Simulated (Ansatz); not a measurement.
## Ag: 5 runs along one coordinate

System: Ag (Pm-3m, 1 atom in the cell).
Method: DFT, BLYP, plane waves (420 eV) with PAW, scalar-relativistic, no spin polarisation (Ansatz 0.2.0).

The 5 runs differ only in the geometry, by an even scaling of the cell at fixed fractional positions.

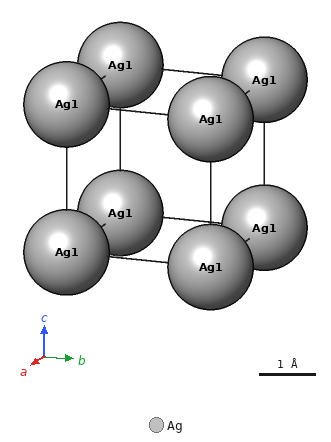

Figure 1. The structure of run 3 (spheres-only view of the cell of the calculation, seen slightly off an axis; atoms are numbered from 1 in the order of the input).

## Input of run 3
```yaml
crystal:
  lattice:
    - [2.7828480211, 0.0, 0.0]
    - [0.0, 2.7828480211, 0.0]
    - [0.0, 0.0, 2.7828480211]
  atoms:
    - { symbol: Ag, position: [0.0, 0.0, 0.0] }
hamiltonian:
  xc: blyp
  pseudopotentials:
    kind: paw
    azcp:
      Ag: "pseudopotentials/Ag.paw.azcp"
basis:
  ecutwfc: 420
  fft_grid_basis: typed
kpoints:
  mp_grid: { grid: [13, 13, 13], shift: [0, 0, 0] }
magnetization:
  spin_polarized: false
scf:
  occupations: { method: fermi_dirac, width: 0.1 }
  lower_state_search: "off"
output:
  stress: true
```

Lattice vectors (Å) and fractional positions of run 3:
```
   2.782848    0.000000    0.000000
   0.000000    2.782848    0.000000
   0.000000    0.000000    2.782848
Ag  0.000000  0.000000  0.000000
```

Run 4 differs from it as follows:
```diff
-    - [2.7828480211, 0.0, 0.0]
-    - [0.0, 2.7828480211, 0.0]
-    - [0.0, 0.0, 2.7828480211]
+    - [2.8580963001, 0.0, 0.0]
+    - [0.0, 2.8580963001, 0.0]
+    - [0.0, 0.0, 2.8580963001]
```

## Results, with one run withheld

| run | volume per atom (Å³) | free energy per atom, from the lowest run given (meV) | pressure (GPa) |
| --- | --- | --- | --- |
| 1 | 19.755 | 61.83 | 9.42 |
| 2 | 20.653 | 20.95 | 5.35 |
| 3 | 21.551 | 0.00 | 2.26 |
| 4 | 23.347 | ? | ? |
| 5 | 25.143 | 35.53 | −4.23 |

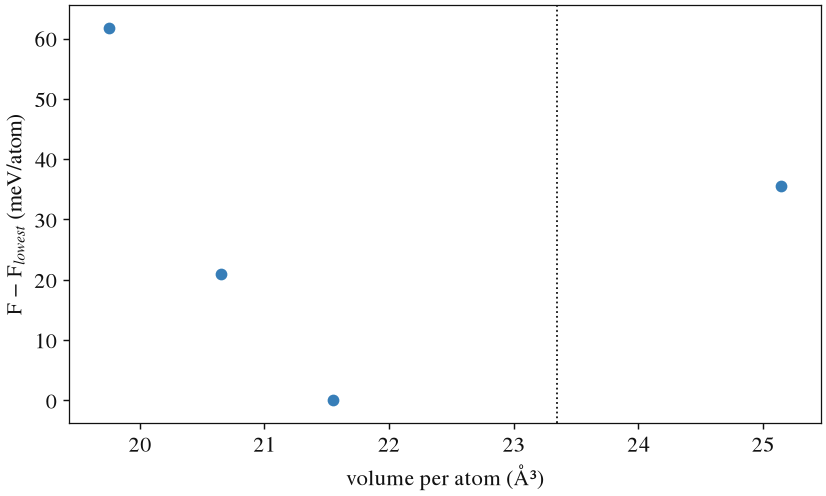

Figure 2. Free energy per atom of the runs given; the dotted line marks run 4.

Fit the runs given and predict run 4.

A quadratic polynomial in V^(−2/3) (the Birch–Murnaghan form), fitted to the 4 runs given, misses them by at most 0.58 meV per atom. With x = V^(−2/3) − 0.12883 Å⁻², it reads F = −1.5062 + 3586.5 x + 5.3578e+05 x² (meV per atom). At run 4 it gives −2.48 meV per atom, and the run itself gives 0.01. The slope of the fit gives a pressure −dF/dV of −1.84 GPa there, and the run prints −1.88 GPa. The fit has its minimum at 22.497 Å³ per atom, where V d²F/dV² gives 53.4 GPa: the bulk modulus at this level, since symmetry fixes the shape and the positions. So low a polynomial doesn't follow these energies more closely.

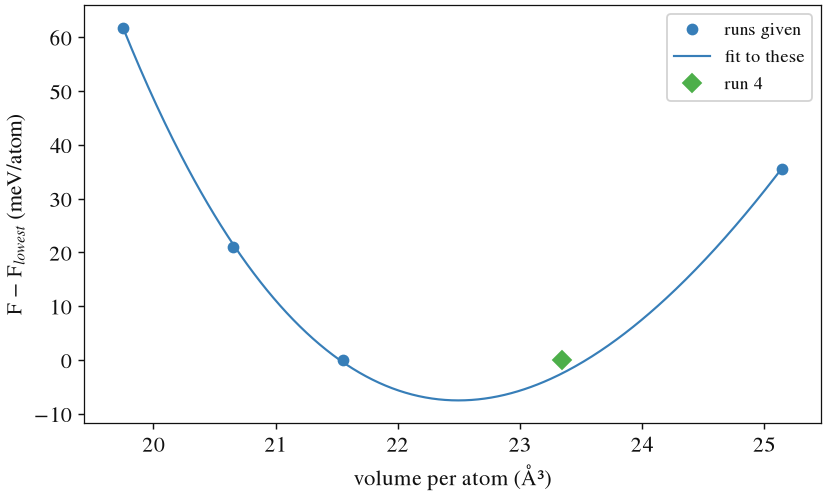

Figure 3. The fit and the withheld run.

## Output, shortened to warnings, some set-up lines, iterations and results (run 4)
```
Basis set: ecut = 420 eV, 461 PW (Γ), exchange–correlation on 40×40×40 points (8 copies of the dense FFT grid, shifted against one another)
Symmetry: 48 space group operations
k-points: 84 of 2197
Initial density: superposition of atomic densities (neutral atoms: chi_scale 0, normalization atom), corrected by the library's trained network
[...]
SCF iter   1: F=—  HF=-7605.555377 eV  |F-HF|=—  |Δ(HF+E_count)|=         —  Δρ=3.41e-3  dr2=1.42e-3  ethr=1.77e-3  ⟨swp⟩=5.0  Hψ=5882  notcnv=0
SCF iter   2: F=—  HF=-7605.555858 eV  |F-HF|=—  |Δ(HF+E_count)|=   4.81e-4  Δρ=2.08e-3  dr2=7.67e-4  ethr=7.46e-6  ⟨swp⟩=2.0  Hψ=2124  notcnv=0
SCF iter   3: F=—  HF=-7605.556254 eV  |F-HF|=—  |Δ(HF+E_count)|=   3.96e-4  Δρ=1.63e-3  dr2=4.98e-4  ethr=4.04e-6  ⟨swp⟩=2.0  Hψ=1621  notcnv=0
SCF iter   4: F=—  HF=-7605.556115 eV  |F-HF|=—  |Δ(HF+E_count)|=   1.39e-4  Δρ=2.55e-4  dr2=5.36e-6  ethr=2.62e-6  ⟨swp⟩=2.1  Hψ=1627  notcnv=0
SCF iter   5: F=—  HF=-7605.556152 eV  |F-HF|=—  |Δ(HF+E_count)|=   3.65e-5  Δρ=1.41e-5  dr2=5.52e-8  ethr=2.82e-8  ⟨swp⟩=2.3  Hψ=1733  notcnv=0
SCF iter   6: F=-7605.556152 eV  HF=-7605.556152 eV  |F-HF|=2.50e-9  |Δ(HF+E_count)|=   1.06e-7  Δρ=2.35e-6  dr2=6.27e-10  ethr=2.90e-10  ⟨swp⟩=2.2  Hψ=3865  notcnv=0
SCF 1 converged in 6 iterations: F = -7605.556152 eV  dr2 = 6.27e-10
SCF converged after 6 iterations
Free energy (F): -7605.556152 eV
Harris-Foulkes:  -7605.556152 eV  (|F-HF|=2.50e-9)
Internal energy: -7605.545345 eV  (E = F + TS)
E sigma→0 (E₀):  -7605.550748 eV
Entropy (-TS):   -0.010807 eV (-10.807 meV/atom)
Fermi energy:    11.734457 eV
--- Per-component energies (eV) ---
  E_band       = -331.687385
  E_kinetic    = 527.147586
  E_local      = -2760.630249  (includes V_loc(G=0)·N_el)
  E_nonlocal   = 78.321691
  E_hartree    = 1231.750740
  E_xc         = -181.742557
  E_vxc        = -230.189255  (∫ρ·V_xc dr)
  E_paw        = -3920.254856  (= ΣΔE_a)
  E_vpaw       = -409.838030  (= ΣTr[D̂ρ^β])
  E_aug_tail   = 0.000283  (compensation charges beyond the density's cutoff)
  E_ewald      = -2580.221683
  E_core_change = 0.083701  (= ΣΔE_core)
  E_smearing   = -0.010807  (= −TS)
  E_closure    = 0.000000  (closes the sum)
  Σ components = -7605.556152   (vs F -7605.556152, Δ=0.00e0)
--- Stress (GPa, compression-positive) ---
       -1.881120      -0.000000       0.000000
       -0.000000      -1.881120       0.000000
        0.000000       0.000000      -1.881120
  P = ⅓ Tr σ = -1.8811 GPa (-18.811 kbar)
```
